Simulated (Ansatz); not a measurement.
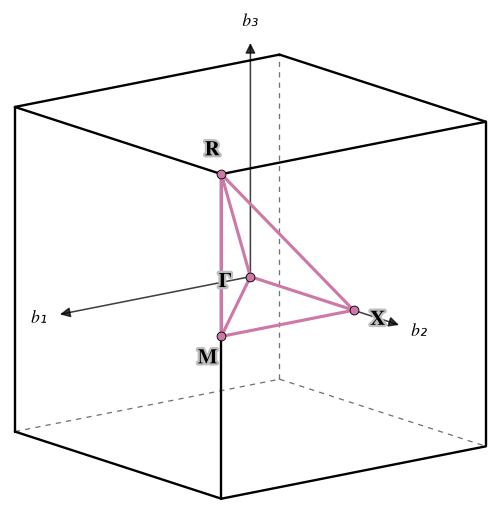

Crystal: Co, the geometry relaxed with DFT r2SCAN, scalar-relativistic, plane waves, PAW (Ansatz); the starting structure was generated, so it need not be a known form of this composition. The first Brillouin zone and its special points. Symmetry computed with spglib at a tolerance of 0.002 Å; standard conventional cell.

Space group Pm-3n, No. 223; a = 4.440 Å, b = 4.440 Å, c = 4.440 Å, α = 90.00°, β = 90.00°, γ = 90.00°.

Labels and path follow the convention of Hinuma et al. (2017), as computed by seekpath; the arrows show the directions of the reciprocal primitive vectors b₁, b₂, b₃, in which coordinates are given; lengths include the factor 2π.

List the special points with their coordinates and distances from Γ.

Answer.
```csv
point,k₁,k₂,k₃,length of k (1/Å)
Γ,0,0,0,0.000
R,1/2,1/2,1/2,1.226
M,1/2,1/2,0,1.001
X,0,1/2,0,0.708
```

What is the zone's volume?

Answer. (2π)³ over the primitive cell's volume of 87.52 Å³: 2.83 Å⁻³.
